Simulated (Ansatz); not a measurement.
**Two runs on MoS**

System: MoS (2 atoms in the cell).
Method of the first run: DFT PBEsol, scalar-relativistic, plane waves, PAW, spin-polarised (Ansatz 0.2.0).

The structure was built on a prototype by a generator; it need not be a known phase. Text and figures count atoms from 1; the logs count them from 0 in places.

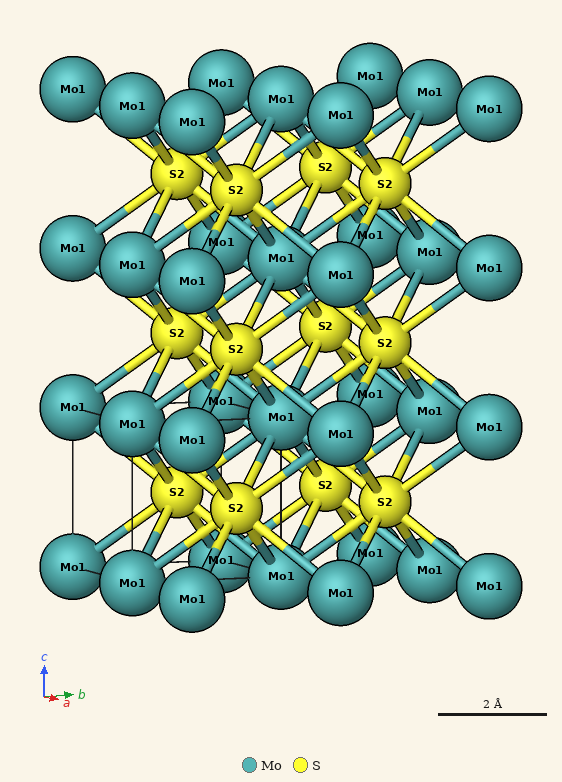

Fig. 1: The input geometry (ball-and-stick view of the cell of the calculation, repeated 2 × 2 × 3, seen slightly off an axis; atoms are numbered from 1 in the order of the input). An atom can appear more than once, as a periodic image.

## The input, the first run
```yaml
crystal:
  lattice:
    - [2.9706444822, 0.0, 0.0]
    - [0.0, 2.9706444822, 0.0]
    - [0.0, 0.0, 2.9706444822]
  atoms:
    - { symbol: Mo, position: [0.0, 0.0, 0.0], spin: 3.5 }
    - { symbol: S, position: [0.5, 0.5, 0.5] }
basis:
  ecutwfc: 420
kpoints:
  mp_grid: { grid: [14, 14, 14] }
hamiltonian:
  xc: pbesol
scf:
  occupations: { method: gaussian, width: 0.1 }
  lower_state_search: "off"
output:
  forces: true
  stress: true
  eigenvalues: true
  populations: true
magnetization:
  spin_polarized: true
```

Command:
```bash
ansatz run input.yaml --threads 1 --pin off --max-ram 2560MiB --backend cpu --events-out ev --progress --plain --runs-dir out
```

Hardware: 1 thread of Arm Neoverse V2, 24 GiB of memory available, shared host.

## Output, shortened to warnings, some set-up lines, iterations and results (the first run)
```
WARN: the starting moments were not kept: the SCF closed with an absolute magnetisation of 5.4e-7 μB, where they sum to 3.5 μB in size (1 site). That is at most 0.1 of that sum. Measured as dr2_m measures the in/out step, that magnetisation stands 4.7e-14 eV from none, at or under the dr2_threshold of 1.0e-7 eV: it is no larger than a step whose dr2_m would equal this threshold. The system may …
Basis set: ecut = 420 eV, 485 PW (Γ), exchange–correlation on 40×40×40 points (8 copies of the dense FFT grid, shifted against one another)
Symmetry: 48 space group operations
k-points: 120 of 2744
Initial density: superposition of atomic densities (chi_scale 0.1, normalization cell)
[...]
SCF iter   1: F=—  HF=-5782.664081 eV  |F-HF|=—  |Δ(HF+E_count)|=         —  Δρ=9.82e-2 (↑9.82e-2 ↓4.82e-2)  dr2=2.33e0  dr2_m=1.07e0  M=1.277 μB ∫|m|=1.344 μB  β_m=0.30  …
SCF iter   2: F=—  HF=-5782.258275 eV  |F-HF|=—  |Δ(HF+E_count)|=   4.06e-1  Δρ=8.22e-2 (↑8.22e-2 ↓5.07e-2)  dr2=8.31e-1  dr2_m=9.78e-1  M=1.304 μB ∫|m|=1.393 μB  β_m=0.30  …
SCF iter   3: F=—  HF=-5782.383239 eV  |F-HF|=—  |Δ(HF+E_count)|=   1.25e-1  Δρ=5.33e-2 (↑5.33e-2 ↓5.06e-2)  dr2=7.74e-2  dr2_m=6.20e-1  M=1.053 μB ∫|m|=1.166 μB  β_m=0.44  …
SCF iter   4: F=—  HF=-5782.725491 eV  |F-HF|=—  |Δ(HF+E_count)|=   3.42e-1  Δρ=3.97e-2 (↑3.97e-2 ↓3.11e-2)  dr2=5.63e-2  dr2_m=2.95e-1  M=0.734 μB ∫|m|=0.826 μB  β_m=0.59  …
SCF iter   5: F=—  HF=-5783.011588 eV  |F-HF|=—  |Δ(HF+E_count)|=   2.86e-1  Δρ=9.25e-3 (↑9.15e-3 ↓9.25e-3)  dr2=4.44e-4  dr2_m=2.01e-2  M=0.172 μB ∫|m|=0.222 μB  β_m=0.82  …
SCF iter   6: F=—  HF=-5783.035073 eV  |F-HF|=—  |Δ(HF+E_count)|=   2.35e-2  Δρ=1.53e-3 (↑1.18e-3 ↓1.53e-3)  dr2=9.06e-5  dr2_m=4.13e-4  M=0.001 μB ∫|m|=0.013 μB  β_m=0.89  …
SCF iter   7: F=—  HF=-5783.035513 eV  |F-HF|=—  |Δ(HF+E_count)|=   4.40e-4  Δρ=2.98e-4 (↑2.98e-4 ↓2.72e-4)  dr2=5.33e-6  dr2_m=1.82e-5  M=0.006 μB ∫|m|=0.007 μB  β_m=0.94  …
SCF iter   8: F=—  HF=-5783.035538 eV  |F-HF|=—  |Δ(HF+E_count)|=   2.55e-5  Δρ=4.50e-5 (↑4.00e-5 ↓4.50e-5)  dr2=7.63e-7  dr2_m=2.25e-7  M=0.001 μB ∫|m|=0.001 μB  β_m=0.92  …
SCF iter   9: F=-5783.035538 eV  HF=-5783.035538 eV  |F-HF|=3.48e-9  |Δ(HF+E_count)|=   6.78e-8  Δρ=9.80e-6 (↑7.15e-6 ↓9.80e-6)  dr2=1.25e-8  dr2_m=1.40e-8  M=-0.000 μB …
SCF iter  10: F=-5783.035538 eV  HF=-5783.035538 eV  |F-HF|=2.58e-10  |Δ(HF+E_count)|=   1.00e-8  Δρ=1.26e-6 (↑1.13e-6 ↓1.26e-6)  dr2=8.44e-11  dr2_m=3.16e-10  M=-0.000 μB …
SCF iter  11: F=-5783.035538 eV  HF=-5783.035538 eV  |F-HF|=9.09e-13  |Δ(HF+E_count)|=  3.67e-10  Δρ=6.42e-8 (↑5.54e-8 ↓6.42e-8)  dr2=5.84e-13  dr2_m=7.39e-13  M=0.000 μB …
SCF 1 converged in 11 iterations: F = -5783.035538 eV  dr2 = 5.84e-13
SCF converged after 11 iterations
Magnetization: 0.0000 μB (10.0000 up, 10.0000 down)
Absolute magnetization: 0.0000 μB (∫|ρ↑−ρ↓|, with the PAW one-centre terms)
Spin contamination: 0.0000 ħ² per cell (⟨S²⟩ above its minimum at these occupations)
Per-site moments (μB) at R_I (Å): [(1.3068270986985354e-9, 1.0612196047188738), (2.478141098260995e-7, 1.0612196047188738)]
Free energy (F): -5783.035538 eV
Harris-Foulkes:  -5783.035538 eV  (|F-HF|=9.09e-13)
Internal energy: -5783.028443 eV  (E = F + TS)
E sigma→0 (E₀):  -5783.031990 eV
Entropy (-TS):   -0.007096 eV (-3.548 meV/atom)
Fermi energy:    19.519067 eV
--- Per-component energies (eV) ---
  E_band       = -14.684342
  E_kinetic    = 555.798872
  E_local      = -888.545040  (includes V_loc(G=0)·N_el)
  E_nonlocal   = 173.983714
  E_hartree    = 307.398536
  E_xc         = -281.479823
  E_vxc        = -319.879667  (∫ρ·V_xc dr)
  E_paw        = -3728.548842  (= ΣΔE_a)
  E_vpaw       = -150.839369  (= ΣTr[D̂ρ^β])
  E_aug_tail   = 0.000050  (compensation charges beyond the density's cutoff)
  E_ewald      = -1921.907158
  E_core_change = 0.271249  (= ΣΔE_core)
  E_smearing   = -0.007096  (= −TS)
  E_closure    = 0.000000  (closes the sum)
  Σ components = -5783.035538   (vs F -5783.035538, Δ=0.00e0)
--- Forces (eV/Å), atoms counted from 1 ---
  atom   1  Mo    -0.00000000    -0.00000000     0.00000000
  atom   2  S      0.00000000    -0.00000000     0.00000000
  max |Σ_I F_I| component: 3.35e-30 eV/Å
--- Stress (GPa, compression-positive) ---
       -0.000077      -0.000000      -0.000000
        0.000000      -0.000077       0.000000
       -0.000000       0.000000      -0.000077
  P = ⅓ Tr σ = -0.0001 GPa (-0.001 kbar)
--- Löwdin populations: 2 sites ---
  site symbol       q [e]    m [muB]
     0     Mo     13.9487     0.0000
     1      S      5.8460     0.0000
  spilling = 0.010268 (of n_electrons = 20.000000)
```

The input of the second run differs as follows (lines with − go, lines with + come):
```diff
-  ecutwfc: 420
+  ecutwfc: 500
-  xc: pbesol
+  xc: r2scan
```

What does this change do to the results?

The total energies belong to different methods, so their difference says nothing on which is more stable or more accurate. The pressure goes from 0.00 to 6.84 GPa. The functional changes from PBEsol to r2SCAN. The SCF takes 16 iterations against 11. The plane waves at Γ go from 485 to 691. On the same kind of shared host the second run took about 3.8 times as long.

## Output, shortened to warnings, some set-up lines, iterations and results (the second run)
```
WARN: the starting moments were not kept: the SCF closed with an absolute magnetisation of 7.1e-6 μB, where they sum to 3.5 μB in size (1 site). That is at most 0.1 of that sum. Measured as dr2_m measures the in/out step, that magnetisation stands 1.0e-11 eV from none, at or under the dr2_threshold of 1.0e-7 eV: it is no larger than a step whose dr2_m would equal this threshold. The system may …
Basis set: ecut = 500 eV, 691 PW (Γ), exchange–correlation on 96×96×96 points (64 copies of the dense FFT grid, shifted against one another)
Symmetry: 48 space group operations
k-points: 120 of 2744
Initial density: superposition of atomic densities (chi_scale 0.1, normalization cell)
[...]
SCF iter   1: F=-5872.007619 eV  HF=-5873.098005 eV  |F-HF|=1.09e0  |Δ(HF+E_count)|=         —  Δρ=8.20e-2 (↑8.20e-2 ↓4.04e-2)  dr2=2.16e0  dr2_τ=1.14e-1  dr2_m=6.73e-1  …
SCF iter   2: F=-5872.721137 eV  HF=-5872.740558 eV  |F-HF|=1.94e-2  |Δ(HF+E_count)|=   3.57e-1  Δρ=6.77e-2 (↑6.77e-2 ↓4.03e-2)  dr2=8.87e-1  dr2_τ=5.84e-3  dr2_m=6.01e-1  …
SCF iter   3: F=-5873.415106 eV  HF=-5873.144990 eV  |F-HF|=2.70e-1  |Δ(HF+E_count)|=   4.04e-1  Δρ=3.37e-2 (↑3.37e-2 ↓3.09e-2)  dr2=6.26e-2  dr2_τ=1.28e-2  dr2_m=2.25e-1  …
SCF iter   4: F=-5873.538945 eV  HF=-5873.412528 eV  |F-HF|=1.26e-1  |Δ(HF+E_count)|=   2.68e-1  Δρ=2.05e-2 (↑2.05e-2 ↓1.81e-2)  dr2=2.91e-2  dr2_τ=3.20e-3  dr2_m=7.81e-2  …
SCF iter   5: F=-5873.671531 eV  HF=-5873.610839 eV  |F-HF|=6.07e-2  |Δ(HF+E_count)|=   1.98e-1  Δρ=8.57e-3 (↑8.57e-3 ↓5.51e-3)  dr2=5.26e-3  dr2_τ=1.65e-3  dr2_m=1.03e-2  …
[... 7 lines ...]
SCF iter  13: F=-5873.709882 eV  HF=-5873.709881 eV  |F-HF|=8.54e-7  |Δ(HF+E_count)|=   5.06e-6  Δρ=9.04e-6 (↑5.87e-6 ↓9.04e-6)  dr2=1.67e-8  dr2_τ=1.34e-9  dr2_m=6.92e-9  …
SCF iter  14: F=-5873.709882 eV  HF=-5873.709882 eV  |F-HF|=6.03e-8  |Δ(HF+E_count)|=   9.26e-7  Δρ=2.66e-6 (↑2.64e-6 ↓2.66e-6)  dr2=1.52e-9  dr2_τ=1.25e-10  dr2_m=1.08e-9  …
SCF iter  15: F=-5873.709882 eV  HF=-5873.709882 eV  |F-HF|=7.31e-10  |Δ(HF+E_count)|=   7.15e-8  Δρ=6.46e-7 (↑6.46e-7 ↓6.04e-7)  dr2=3.99e-11  dr2_τ=2.52e-12  dr2_m=6.88e-11 …
SCF iter  16: F=-5873.709882 eV  HF=-5873.709882 eV  |F-HF|=5.64e-11  |Δ(HF+E_count)|=  7.57e-10  Δρ=2.62e-7 (↑2.62e-7 ↓1.34e-7)  dr2=1.44e-11  dr2_τ=3.98e-13  dr2_m=2.42e-12 …
SCF 1 converged in 16 iterations: F = -5873.709882 eV  dr2 = 1.44e-11
this state was not tested for a lower state beside it, because the mixer in use, unlike msr1, does not test its closes by its own steps (another_mixer; see scf.mixing.algorithm and scf.lower_state_search)
SCF converged after 16 iterations
Magnetization: 0.0000 μB (10.0000 up, 10.0000 down)
Absolute magnetization: 0.0000 μB (∫|ρ↑−ρ↓|, with the PAW one-centre terms)
Spin contamination: 0.0000 ħ² per cell (⟨S²⟩ above its minimum at these occupations)
Per-site moments (μB) at R_I (Å): [(3.7388218879549322e-6, 1.0612196047188738), (-8.408105956512544e-7, 1.0612196047188738)]
Free energy (F): -5873.709882 eV
Harris-Foulkes:  -5873.709882 eV  (|F-HF|=5.64e-11)
Internal energy: -5873.702839 eV  (E = F + TS)
E sigma→0 (E₀):  -5873.706360 eV
Entropy (-TS):   -0.007043 eV (-3.522 meV/atom)
Fermi energy:    19.695418 eV
--- Per-component energies (eV) ---
  E_band       = -28.006378
  E_kinetic    = 555.551436
  E_local      = -885.461332  (includes V_loc(G=0)·N_el)
  E_nonlocal   = 171.833481
  E_hartree    = 306.884506
  E_xc         = -272.811470
  E_vxc        = -354.529164  (∫ρ·V_xc dr)
  E_paw        = -3827.461331  (= ΣΔE_a)
  E_vpaw       = -150.642732  (= ΣTr[D̂ρ^β])
  E_aug_tail   = -0.000000  (compensation charges beyond the density's cutoff)
  E_vtau       = 21.472916  (kinetic-family band-sum trace: ∫τ·v_τ [+ j·A + Jᵃ·Aᵃ] dr)
  E_ewald      = -1921.907158
  E_core_change = -0.330970  (= ΣΔE_core)
  E_smearing   = -0.007043  (= −TS)
  E_closure    = -0.000000  (closes the sum)
  Σ components = -5873.709882   (vs F -5873.709882, Δ=0.00e0)
--- Forces (eV/Å), atoms counted from 1 ---
  atom   1  Mo     0.00000000     0.00000000     0.00000000
  atom   2  S      0.00000000    -0.00000000     0.00000000
  max |Σ_I F_I| component: 4.34e-30 eV/Å
--- Stress (GPa, compression-positive) ---
        6.838510      -0.000000       0.000000
       -0.000000       6.838510       0.000000
       -0.000000       0.000000       6.838510
  P = ⅓ Tr σ = 6.8385 GPa (68.385 kbar)
--- Löwdin populations: 2 sites ---
  site symbol       q [e]    m [muB]
     0     Mo     13.9089     0.0000
     1      S      5.8940    -0.0000
  spilling = 0.009856 (of n_electrons = 20.000000)
```

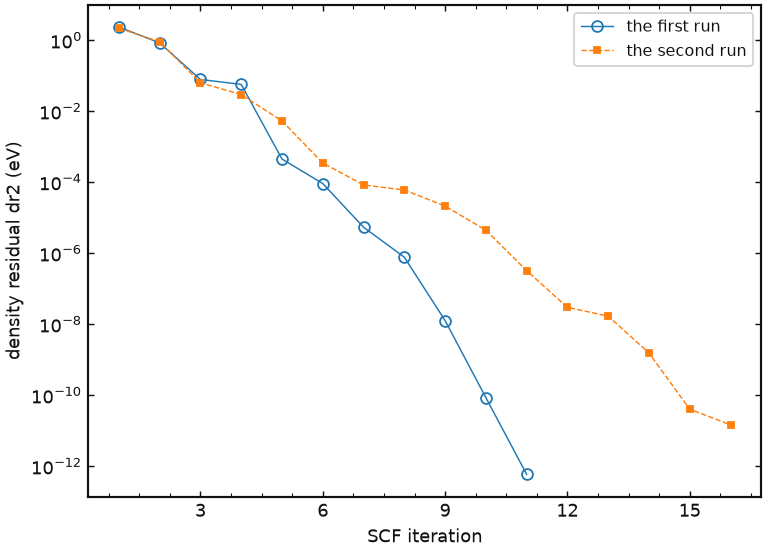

Fig. 2: Convergence of the two runs: density residual dr2 against the SCF iteration. The first run takes 11 iterations in all, and the second run takes 16.

## The two runs side by side

```tsv
quantity	the first run	the second run
outcome	converged	converged
free energy per atom (eV)	−2891.5178	−2936.8549
energy per atom, smearing taken to zero (eV)	−2891.5160	−2936.8532
gap on the mesh (eV)	0.00	0.00
net moment of the cell (μB)	0.00	0.00
absolute moment of the cell (μB)	0.00	0.00
pressure (GPa)	0.00	6.84
largest force (eV/Å)	0.000	0.000
SCF iterations	11	16
irreducible k-points	120	120
plane waves at Γ	485	691
wall time (shared host)	6.9 s	26 s
```

For the first run: Warnings: some starting moments were not kept. For the second run: The electronic state found may not be the lowest one. Warnings: some starting moments were not kept; the state was not tested for a lower one. The cell is under a pressure of 6.8 GPa at this level, so it is not at its equilibrium volume.
